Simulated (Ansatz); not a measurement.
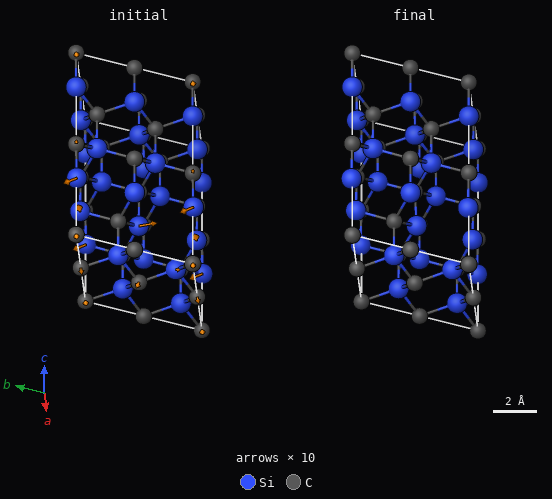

The structure of a defect cell of composition Si16C15 (cell charge −1) before (left) and after (right) a relaxation, at one scale. The orange arrows give the displacements, 10 times their true length.

Style: ball-and-stick. Shown: the cell of the calculation, from a free direction.

Case: C vacancy (site b), charge -1, atoms relaxed at the host's cell.

Level of theory: DFT PBEsol, scalar-relativistic, plane waves, PAW (Ansatz 0.2.0). Settings: plane-wave cutoff 420 eV; k-point mesh 2 × 2 × 2; occupations gaussian; smearing width 0.01 eV; collinear spin; atoms relaxed in a fixed cell; force threshold 0.025 eV/Å; at most 45 steps.

**What changed between the two?**

The energy falls by 0.168 eV per cell of the calculation in 4 geometry steps. Largest force component: 0.81 eV/Å at the start, 0.0095 eV/Å at the end. A Si atom moves most: 0.095 Å roughly along [−1 −2 0]. Largest moves by element: Si 0.095 Å, C 0.038 Å. The lattice vectors keep their values. Near-neighbour distances that change, for instance: C–Si 1.867 → 1.927 Å, C–Si 1.890 → 1.927 Å, C–Si 1.915 → 1.883 Å, C–Si 1.902 → 1.871 Å. Bond angles that change, for instance: C–Si–C 111.3° → 106.7°, Si–C–Si 108.3° → 112.9°, Si–C–Si 109.1° → 112.9°.

Limits of the set-up: the k-point mesh is coarse for a cell with partly filled bands; the periodic images lie only 6.2 Å apart, so the values are limited by the cell's size; the cell is charged, on a uniform background, and energies carry no finite-size correction.
